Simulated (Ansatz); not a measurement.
# GaN with one Ga vacancy: vacancy hop

Aim: the minimum-energy path and barrier of the vacancy hop. The ends are relaxed first, then joined by a nudged elastic band. Host space group P6_3mc, cell charge -1.

The COD entry's cell or inner coordinates are ideal or old and differ from later refinements, so a difference from it is no clean test against experiment.

All numbers below are computed with Ansatz 0.2.0 (DFT PBE, plane waves, PAW, scalar-relativistic, no spin polarisation).

### 1 Starting point

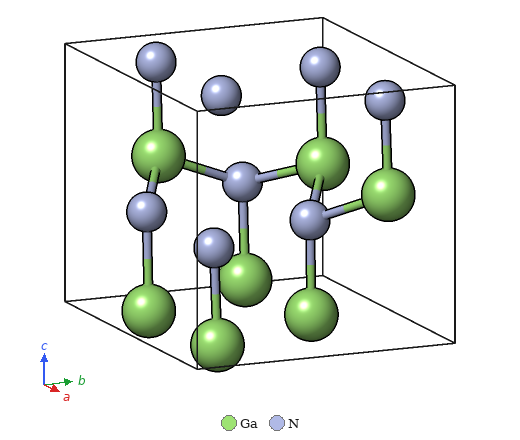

The starting structure, seen slightly off an axis (gallium green, nitrogen light blue). Each atom of the cell is drawn once.

Structure file:

```xyz
15
Lattice="-3.1900 -5.5252 0.0000 4.7850 -2.7626 0.0000 0.0000 0.0000 5.1890" Properties=species:S:1:pos:R:3 pbc="T T T"
Ga    1.5908   -4.6232   -0.0113
N     1.5681   -4.6072    1.8899
N    -0.0356   -3.6247    4.5618
Ga   -0.0494   -1.8768   -0.0061
Ga    3.2358   -3.6992    2.5823
N    -0.0028   -1.7929    1.9628
N     3.1823   -3.6758    4.5332
Ga    3.1672   -1.8698    0.0083
Ga    1.6228   -0.8951    2.6607
N     3.1937   -1.7856    1.9588
N     1.6046   -0.8491    4.5425
Ga   -1.5857   -4.6599   -0.0198
Ga    1.6407   -6.4486    2.6397
N    -1.6329   -4.6082    1.9340
N     1.5545   -6.4324    4.5505
```

### 2 End point A

The input, input.yaml:

```yaml
crystal:
  lattice:
    - [-3.19, -5.525242, 0.0]
    - [4.785, -2.762621, 0.0]
    - [0.0, 0.0, 5.189]
  atoms:
    - { symbol: Ga, position: [0.5028851, 0.6677113, -0.0021794] }
    - { symbol: "N", position: [0.5024968, 0.6627107, 0.3642053] }
    - { symbol: "N", position: [0.494805, 0.3224234, 0.8791367] }
    - { symbol: Ga, position: [0.2586317, 0.162103, -0.0011721] }
    - { symbol: Ga, position: [0.2485399, 0.8419407, 0.4976455] }
    - { symbol: "N", position: [0.2435909, 0.1618153, 0.3782561] }
    - { symbol: "N", position: [0.2495585, 0.8314279, 0.8736162] }
    - { symbol: Ga, position: [0.0055866, 0.6656312, 0.0015963] }
    - { symbol: Ga, position: [-0.0056713, 0.3353639, 0.51275] }
    - { symbol: "N", position: [-0.0079094, 0.6621639, 0.3774992] }
    - { symbol: "N", position: [-0.010491, 0.3283364, 0.8754146] }
    - { symbol: Ga, position: [0.7568112, 0.1731463, -0.0038172] }
    - { symbol: Ga, position: [0.7467547, 0.8407165, 0.508702] }
    - { symbol: "N", position: [0.7534974, 0.1610711, 0.372703] }
    - { symbol: "N", position: [0.7513191, 0.8257427, 0.876943] }
total_charge: -1
basis:
  ecutwfc: 420.0
kpoints:
  mp_grid: { grid: [2, 2, 2] }
hamiltonian:
  xc: pbe
  pseudopotentials: { kind: paw, azcp: { folder: soft_1 } }
scf:
  occupations: { method: fermi_dirac, width: 0.05 }
  lower_state_search: "off"
relax:
  f_tol: 0.03
  max_steps: 60
  adjacent_minimum: "off"
```

Started as:

```
$ ansatz run input.yaml --threads 1 --pin off --max-ram 3072MiB --backend cpu --events-out ev --progress --plain --runs-dir out
```

Standard output (excerpt; [...] marks lines left out):

```text
Warning: RAYON_NUM_THREADS=1 ignored (pool sized by the plan → 1); use --threads N
[...]
Pseudopotentials: kind: paw
Pseudopotential: Ga, paw, valence charge 13, recommended cutoff 420 eV (normal), <dir>
Pseudopotential: N, paw, valence charge 5, recommended cutoff 420 eV (normal), <dir>
Functional definition: PBE
[...]
Crystal: 15 atoms, lattice volume = 182.918 Å³
Basis set: ecut = 420 eV, 3599 PW (Γ), exchange–correlation on 90×80×72 points (8 copies of the dense FFT grid, shifted against one another)
Bands: 81, of which v1, the nominal top of the filled ones, is band 66 counted from 1 (65 counted from 0)
Symmetry: 1 space group operations
Space group: P1 (ITA 1), of the structure as read, at distance tolerance 5.7e-5 Å
k-points: 8
[...]
relax step   1: F+E_penalty+E_count = -29544.02308192 eV  Δ(F+E_penalty+E_count) = +0.000e0 eV  max|allowed force component| = 2.535e0 eV/Å  Δτ_max = 0.0000 Å  (9 SCF iters, dr2 threshold 2.25e-5 eV, accepted)
[...]
relax step   2: F+E_penalty+E_count = -29544.52696788 eV  Δ(F+E_penalty+E_count) = -5.039e-1 eV  max|allowed force component| = 1.511e0 eV/Å  Δτ_max = 0.0758 Å  (7 SCF iters, dr2 threshold 1.00e-4 eV, accepted)
[...]
relax step   3: F+E_penalty+E_count = -29544.81902240 eV  Δ(F+E_penalty+E_count) = -2.921e-1 eV  max|allowed force component| = 3.424e-1 eV/Å  Δτ_max = 0.1399 Å  (8 SCF iters, dr2 threshold 1.00e-4 eV, accepted)
[...]
SCF iter   6: F=-29544.839246 eV  HF=-29544.839249 eV  |F-HF|=3.70e-6  |Δ(HF+E_count)|=   1.31e-6  Δρ=4.26e-5  dr2=4.47e-6  ethr=5.55e-9  ⟨swp⟩=4.1  Hψ=2221  notcnv=0
[...]
```

### 3 The output, continued: end point A relaxed

The log, continued:

```text
relax step   4: F+E_penalty+E_count = -29544.83924560 eV  Δ(F+E_penalty+E_count) = -2.022e-2 eV  max|allowed force component| = 1.200e-1 eV/Å  Δτ_max = 0.0272 Å  (6 SCF iters, dr2 threshold 7.33e-6 eV, accepted)
SCF iter   1: F=—  HF=-29544.851923 eV  |F-HF|=—  |Δ(HF+E_count)|=         —  Δρ=5.37e-3  dr2=5.22e-2  ethr=1.99e-4  ⟨swp⟩=4.2  Hψ=1501  notcnv=0  defer=55
preconditioner: auto → LDOS  [metal: Δε(μ)=0.068 eV  Ē_g=16.223 eV  σ=0.050 eV  W_gap=0.32  n_scr=56 (ndim 8)  ℏωp=31.5 eV  f_vac=0.048  D(μ)=4.22/eV (n_scr^D=28)  β→1.0]
SCF iter   2: F=—  HF=-29544.846593 eV  |F-HF|=—  |Δ(HF+E_count)|=   5.33e-3  Δρ=1.94e-3  dr2=3.48e-3  ethr=3.95e-5  ⟨swp⟩=1.9  Hψ=789  notcnv=0  defer=55
SCF iter   3: F=—  HF=-29544.846456 eV  |F-HF|=—  |Δ(HF+E_count)|=   1.37e-4  Δρ=6.80e-4  dr2=1.21e-3  ethr=2.64e-6  ⟨swp⟩=2.0  Hψ=1105  notcnv=0  defer=55
SCF iter   4: F=—  HF=-29544.846384 eV  |F-HF|=—  |Δ(HF+E_count)|=   7.17e-5  Δρ=3.13e-4  dr2=1.90e-4  ethr=9.15e-7  ⟨swp⟩=2.0  Hψ=764  notcnv=0  defer=55
SCF iter   5: F=—  HF=-29544.846379 eV  |F-HF|=—  |Δ(HF+E_count)|=   5.08e-6  Δρ=9.33e-5  dr2=1.85e-5  ethr=1.44e-7  ⟨swp⟩=2.0  Hψ=1052  notcnv=0  defer=55
SCF iter   6: F=—  HF=-29544.846380 eV  |F-HF|=—  |Δ(HF+E_count)|=   9.10e-7  Δρ=4.55e-5  dr2=3.95e-6  ethr=1.40e-8  ⟨swp⟩=2.1  Hψ=1088  notcnv=0  defer=55
SCF iter   7: F=-29544.846379 eV  HF=-29544.846379 eV  |F-HF|=3.39e-7  |Δ(HF+E_count)|=   3.92e-7  Δρ=1.89e-5  dr2=5.55e-7  ethr=6.82e-10  ⟨swp⟩=4.1  Hψ=2277  notcnv=0
SCF 5 converged in 7 iterations: F = -29544.846379 eV  dr2 = 5.55e-7
relax step   5: F+E_penalty+E_count = -29544.84637891 eV  Δ(F+E_penalty+E_count) = -7.133e-3 eV  max|allowed force component| = 6.739e-2 eV/Å  Δτ_max = 0.0338 Å  (7 SCF iters, dr2 threshold 9.01e-7 eV, accepted)
SCF iter   1: F=—  HF=-29544.860547 eV  |F-HF|=—  |Δ(HF+E_count)|=         —  Δρ=6.54e-3  dr2=7.34e-2  ethr=6.88e-4  ⟨swp⟩=4.0  Hψ=1071  notcnv=0  defer=55
preconditioner: auto → LDOS  [insulator: Δε(μ)=0.230 eV  Ē_g=16.264 eV  σ=0.050 eV  W_gap=0.50  n_scr=56 (ndim 8)  ℏωp=31.5 eV  f_vac=0.051  D(μ)=3.56/eV (n_scr^D=18)  ε∞_Penn≈4.8  β→1.0]
SCF iter   2: F=—  HF=-29544.851792 eV  |F-HF|=—  |Δ(HF+E_count)|=   8.76e-3  Δρ=2.22e-3  dr2=6.27e-3  ethr=5.56e-5  ⟨swp⟩=2.0  Hψ=863  notcnv=0  defer=55
SCF iter   3: F=—  HF=-29544.851650 eV  |F-HF|=—  |Δ(HF+E_count)|=   1.42e-4  Δρ=1.02e-3  dr2=2.54e-3  ethr=4.75e-6  ⟨swp⟩=2.0  Hψ=1100  notcnv=0  defer=55
SCF iter   4: F=—  HF=-29544.851329 eV  |F-HF|=—  |Δ(HF+E_count)|=   3.21e-4  Δρ=3.79e-4  dr2=2.38e-4  ethr=1.93e-6  ⟨swp⟩=2.0  Hψ=778  notcnv=0  defer=55
SCF iter   5: F=—  HF=-29544.851306 eV  |F-HF|=—  |Δ(HF+E_count)|=   2.26e-5  Δρ=1.41e-4  dr2=3.53e-5  ethr=1.80e-7  ⟨swp⟩=2.0  Hψ=1114  notcnv=0  defer=55
SCF iter   6: F=—  HF=-29544.851309 eV  |F-HF|=—  |Δ(HF+E_count)|=   3.16e-6  Δρ=6.65e-5  dr2=7.90e-6  ethr=2.67e-8  ⟨swp⟩=2.0  Hψ=1105  notcnv=0  defer=55
SCF iter   7: F=—  HF=-29544.851309 eV  |F-HF|=—  |Δ(HF+E_count)|=   4.00e-7  Δρ=2.74e-5  dr2=1.32e-6  ethr=5.99e-9  ⟨swp⟩=2.0  Hψ=1078  notcnv=0  defer=55
SCF iter   8: F=—  HF=-29544.851309 eV  |F-HF|=—  |Δ(HF+E_count)|=   1.17e-9  Δρ=1.03e-5  dr2=2.36e-7  ethr=9.97e-10  ⟨swp⟩=2.0  Hψ=1057  notcnv=0  defer=55
SCF iter   9: F=-29544.851309 eV  HF=-29544.851309 eV  |F-HF|=5.37e-8  |Δ(HF+E_count)|=   6.35e-9  Δρ=5.24e-6  dr2=6.63e-8  ethr=7.58e-11  ⟨swp⟩=4.0  Hψ=2162  notcnv=0
SCF 6 converged in 9 iterations: F = -29544.851309 eV  dr2 = 6.63e-8
relax step   6: F+E_penalty+E_count = -29544.85130905 eV  Δ(F+E_penalty+E_count) = -4.930e-3 eV  max|allowed force component| = 3.459e-2 eV/Å  Δτ_max = 0.0463 Å  (9 SCF iters, accepted)
SCF iter   1: F=—  HF=-29544.853646 eV  |F-HF|=—  |Δ(HF+E_count)|=         —  Δρ=3.00e-3  dr2=1.29e-2  ethr=1.53e-4  ⟨swp⟩=2.8  Hψ=1011  notcnv=0  defer=55
preconditioner: auto → LDOS  [insulator: Δε(μ)=0.223 eV  Ē_g=16.264 eV  σ=0.050 eV  W_gap=0.56  n_scr=56 (ndim 8)  ℏωp=31.5 eV  f_vac=0.052  D(μ)=3.75/eV (n_scr^D=18)  ε∞_Penn≈4.8  β→1.0]
SCF iter   2: F=—  HF=-29544.852299 eV  |F-HF|=—  |Δ(HF+E_count)|=   1.35e-3  Δρ=1.01e-3  dr2=1.46e-3  ethr=9.79e-6  ⟨swp⟩=2.0  Hψ=883  notcnv=0  defer=55
SCF iter   3: F=—  HF=-29544.852168 eV  |F-HF|=—  |Δ(HF+E_count)|=   1.31e-4  Δρ=4.30e-4  dr2=4.50e-4  ethr=1.10e-6  ⟨swp⟩=2.0  Hψ=1097  notcnv=0  defer=55
SCF iter   4: F=—  HF=-29544.852120 eV  |F-HF|=—  |Δ(HF+E_count)|=   4.78e-5  Δρ=2.00e-4  dr2=8.41e-5  ethr=3.41e-7  ⟨swp⟩=2.0  Hψ=776  notcnv=0  defer=55
SCF iter   5: F=—  HF=-29544.852095 eV  |F-HF|=—  |Δ(HF+E_count)|=   2.51e-5  Δρ=7.06e-5  dr2=1.17e-5  ethr=6.37e-8  ⟨swp⟩=2.0  Hψ=1056  notcnv=0  defer=55
SCF iter   6: F=—  HF=-29544.852095 eV  |F-HF|=—  |Δ(HF+E_count)|=   4.17e-7  Δρ=2.87e-5  dr2=1.41e-6  ethr=8.89e-9  ⟨swp⟩=2.0  Hψ=1058  notcnv=0  defer=55
SCF iter   7: F=—  HF=-29544.852095 eV  |F-HF|=—  |Δ(HF+E_count)|=   1.38e-8  Δρ=1.12e-5  dr2=2.11e-7  ethr=1.07e-9  ⟨swp⟩=2.0  Hψ=1063  notcnv=0  defer=55
SCF iter   8: F=-29544.852095 eV  HF=-29544.852095 eV  |F-HF|=2.93e-8  |Δ(HF+E_count)|=   2.92e-9  Δρ=4.67e-6  dr2=4.19e-8  ethr=7.58e-11  ⟨swp⟩=4.0  Hψ=2228  notcnv=0
SCF 7 converged in 8 iterations: F = -29544.852095 eV  dr2 = 4.19e-8
relax step   7: F+E_penalty+E_count = -29544.85209474 eV  Δ(F+E_penalty+E_count) = -7.857e-4 eV  max|allowed force component| = 1.190e-2 eV/Å  Δτ_max = 0.0247 Å  (8 SCF iters, accepted)
SCF converged after 8 iterations
Free energy (F): -29544.852095 eV
Harris-Foulkes:  -29544.852095 eV  (|F-HF|=2.93e-8)
Internal energy: -29544.818921 eV  (E = F + TS)
E sigma→0 (E₀):  -29544.835508 eV
Entropy (-TS):   -0.033174 eV (-2.212 meV/atom)
Fermi energy:    8.495501 eV
--- Per-component energies (eV) ---
  E_band       = -211.651925
  E_kinetic    = 1824.749244
  E_local      = -11697.116618  (includes V_loc(G=0)·N_el)
  E_nonlocal   = -343.771667
  E_hartree    = 7039.413322
  E_xc         = -923.302581
  E_vxc        = -1001.492337  (∫ρ·V_xc dr)
  E_paw        = -15000.495250  (= ΣΔE_a)
  E_vpaw       = -3072.852562  (= ΣTr[D̂ρ^β])
  E_aug_tail   = 0.005703  (compensation charges beyond the density's cutoff)
  E_ewald      = -10444.301072
  E_smearing   = -0.033174  (= −TS)
  E_closure    = -0.000000  (closes the sum)
  E_deformation_potential = -16.348471  (in the stress; not in F)
  Σ components = -29544.852095   (vs F -29544.852095, Δ=0.00e0)
--- Forces (eV/Å), atoms counted from 1 ---
  atom   1  Ga     0.00206890    -0.00125698    -0.00154313
  atom   2  N      0.01189220    -0.00687716     0.00010913
  atom   3  N     -0.00162935     0.00094325     0.00273906
  atom   4  Ga    -0.00264709     0.01130380    -0.00008594
  atom   5  Ga    -0.00787881     0.00071263     0.00405640
  atom   6  N      0.01056547    -0.00182019    -0.00156184
  atom   7  N     -0.00232668    -0.00065584    -0.00295419
  atom   8  Ga    -0.00057299     0.00022134    -0.00418034
  atom   9  Ga     0.00653329    -0.00369661    -0.00663525
  atom  10  N     -0.00804861     0.00448945     0.00455075
  atom  11  N      0.00155668    -0.00096265     0.00593545
  atom  12  Ga    -0.01103419    -0.00321310     0.00009431
  atom  13  Ga    -0.00455997     0.00647001     0.00396525
  atom  14  N      0.00669831    -0.00798539    -0.00168513
  atom  15  N     -0.00066322     0.00235531    -0.00277598
  max |Σ_I F_I| component: 4.61e-5 eV/Å
--- Relaxed structure (7 steps of the walk, 7 accepted, 0 SCFs on fresh bases) ---
  F+E_penalty+E_count = -29544.85209474 eV   max|allowed force component| = 1.190e-2 eV/Å
  atoms:
    - { symbol: Ga, position: [0.49935857240081116, 0.6600175303988421, 0.0018191539867919281] }
    - { symbol: N, position: [0.4993590527806276, 0.7059111203636337, 0.36507338496876773] }
    - { symbol: N, position: [0.4993621359409749, 0.3280734232807649, 0.9089266536525962] }
    - { symbol: Ga, position: [0.2507421349455945, 0.16479416869476415, -0.002631053269000541] }
    - { symbol: Ga, position: [0.25035248274316113, 0.829726479027421, 0.5009207056529802] }
    - { symbol: N, position: [0.19749249246531417, 0.1418655019102694, 0.3596702670899441] }
    - { symbol: N, position: [0.24799124572097947, 0.8298054357563321, 0.8735241638248807] }
    - { symbol: Ga, position: [-0.0006427046213925425, 0.6683703760357513, 0.0034752103942408533] }
    - { symbol: Ga, position: [-0.0006359865671446419, 0.34803105424013775, 0.5138869019392143] }
    - { symbol: N, position: [-0.0006428037733191561, 0.6626423531300137, 0.3764719132782047] }
    - { symbol: N, position: [-0.0006375443758304955, 0.33686292035637877, 0.8786833459155707] }
    - { symbol: Ga, position: [0.7479839577168362, 0.1647955747066676, -0.00263365042677381] }
    - { symbol: Ga, position: [0.7483644877888389, 0.8297306772598807, 0.5009198768578959] }
    - { symbol: N, position: [0.8012320246982993, 0.141870315193442, 0.3596704874907626] }
    - { symbol: N, position: [0.7507256521362491, 0.8298073696457005, 0.8735218386439247] }
```

Run time: 51 s. Hardware: 1 thread of Arm Neoverse V1, shared host; peak memory 0.45 GiB.

Relaxation path:

```
step  energy from step 1 (eV/cell)  largest force component (eV/Å)
   1                        0.0000                          2.5351
   2                       -0.5039                          1.5108
   3                       -0.7959                          0.3424
   4                       -0.8162                          0.1200
   5                       -0.8233                          0.0674
   6                       -0.8282                          0.0346
   7                       -0.8290                          0.0119
```

Step 1 is the start.

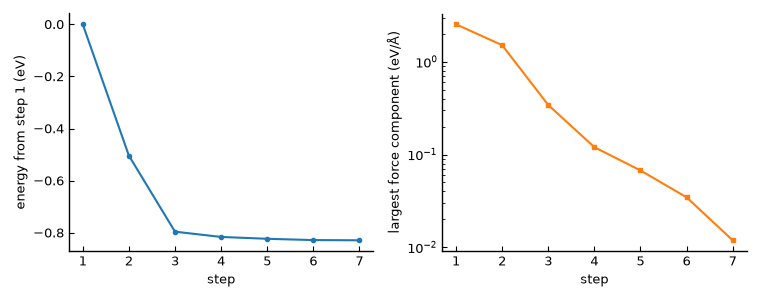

How energy and force went from step to step.

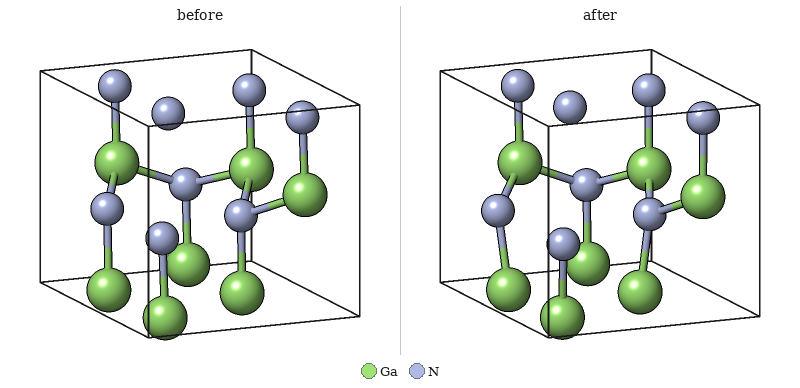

The structure before (left) and after (right), drawn at the same scale. Each atom of the cell is drawn once.

The largest move, 0.33 Å, is shared by several atoms, N14 among them.

### 4 End point B

The second end starts from a geometry with the move made by hand.

The input, input.yaml:

```yaml
crystal:
  lattice:
    - [-3.19, -5.525242, 0.0]
    - [4.785, -2.762621, 0.0]
    - [0.0, 0.0, 5.189]
  atoms:
    - { symbol: Ga, position: [0.50000001, 0.66666667, 0.0] }
    - { symbol: "N", position: [0.50000001, 0.66666667, 0.375] }
    - { symbol: "N", position: [0.50000001, 0.33333334, 0.875] }
    - { symbol: Ga, position: [0.25, 0.16666667, 0.0] }
    - { symbol: Ga, position: [0.25000001, 0.83333334, 0.5] }
    - { symbol: "N", position: [0.25, 0.16666667, 0.375] }
    - { symbol: "N", position: [0.25000001, 0.83333334, 0.875] }
    - { symbol: Ga, position: [0.0, 0.66666667, 0.0] }
    - { symbol: Ga, position: [0.0, 0.33333333, 0.5] }
    - { symbol: "N", position: [0.0, 0.66666667, 0.375] }
    - { symbol: "N", position: [0.0, 0.33333333, 0.875] }
    - { symbol: Ga, position: [0.50000001, 0.33333334, 0.5] }
    - { symbol: Ga, position: [0.75000001, 0.83333334, 0.5] }
    - { symbol: "N", position: [0.75000001, 0.16666667, 0.375] }
    - { symbol: "N", position: [0.75000001, 0.83333334, 0.875] }
total_charge: -1
basis:
  ecutwfc: 420.0
kpoints:
  mp_grid: { grid: [2, 2, 2] }
hamiltonian:
  xc: pbe
  pseudopotentials: { kind: paw, azcp: { folder: soft_1 } }
scf:
  occupations: { method: fermi_dirac, width: 0.05 }
  lower_state_search: "off"
relax:
  f_tol: 0.03
  max_steps: 60
  adjacent_minimum: "off"
```

Started as:

```
$ ansatz run input.yaml --threads 1 --pin off --max-ram 3072MiB --backend cpu --events-out ev --progress --plain --runs-dir out
```

Standard output (excerpt; [...] marks lines left out):

```text
Warning: RAYON_NUM_THREADS=1 ignored (pool sized by the plan → 1); use --threads N
[...]
[... 4 set-up lines as earlier in the session ...]
[...]
Crystal: 15 atoms, lattice volume = 182.918 Å³
[...]
relax step   3: F+E_penalty+E_count = -29544.82022585 eV  Δ(F+E_penalty+E_count) = -1.857e-1 eV  max|allowed force component| = 3.014e-1 eV/Å  Δτ_max = 0.1518 Å  (7 SCF iters, dr2 threshold 2.77e-5 eV, accepted)
[...]
SCF iter   6: F=-29544.842237 eV  HF=-29544.842248 eV  |F-HF|=1.09e-5  |Δ(HF+E_count)|=   1.50e-6  Δρ=8.42e-5  dr2=1.48e-5  ethr=1.41e-8  ⟨swp⟩=4.0  Hψ=2239  notcnv=0
[...]
```

(Part 1 of 2 ends here.)
